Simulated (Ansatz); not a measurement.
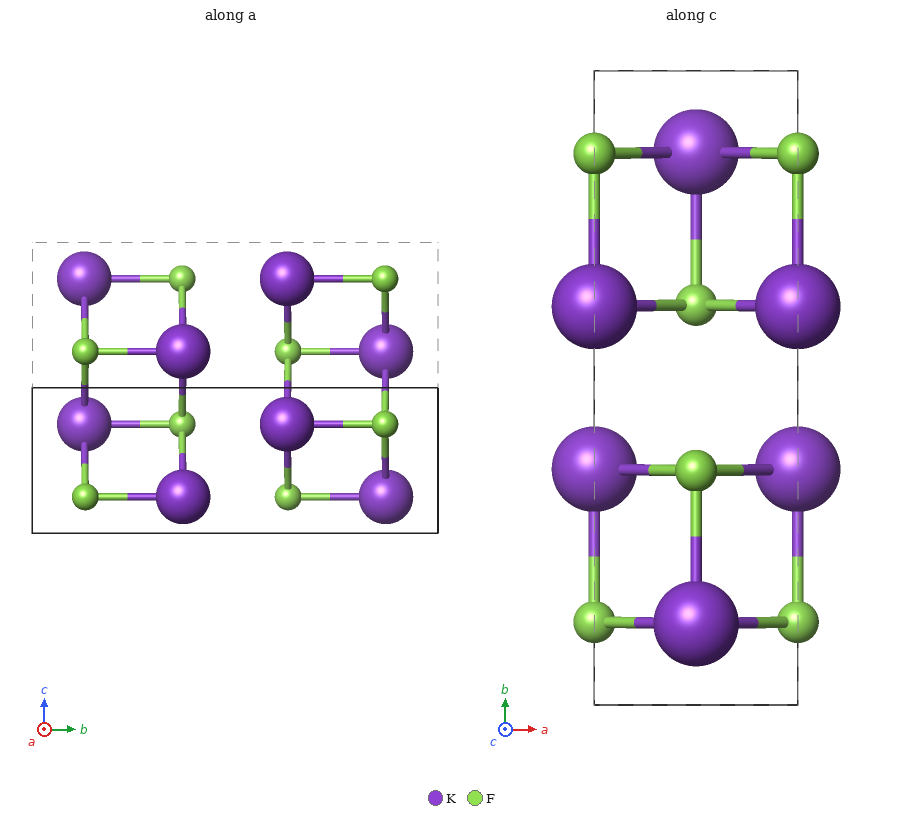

The figure gives a ball-and-stick picture of the atoms, viewed along the a axis and along the c axis. The conventional unit cell (solid box) is repeated to 1×1×2 cells.

KF, space group Cmcm (No. 63), a = 3.56 Å, b = 11.10 Å, c = 3.98 Å, α = 90.00°, β = 90.00°, γ = 90.00°.

Level of theory and settings: Ansatz 0.2.0, DFT PBE, scalar-relativistic, plane waves, PAW, wavefunction cutoff 420 eV, k-points about 0.26 Å⁻¹ apart, Gaussian smearing of 0.02 eV, no spin polarisation.

### What does the calculation say: metal or gapped?

An insulator at this level, with a gap of 5.77 eV on the k-mesh (the true edges may lie between mesh points, so the gap can be somewhat smaller).

The initial geometry was a structure type filled with these elements by a generator (whether the compound takes this form wasn't checked). What is shown is the relaxed result from DFT PBE, scalar-relativistic, plane waves, PAW in Ansatz.
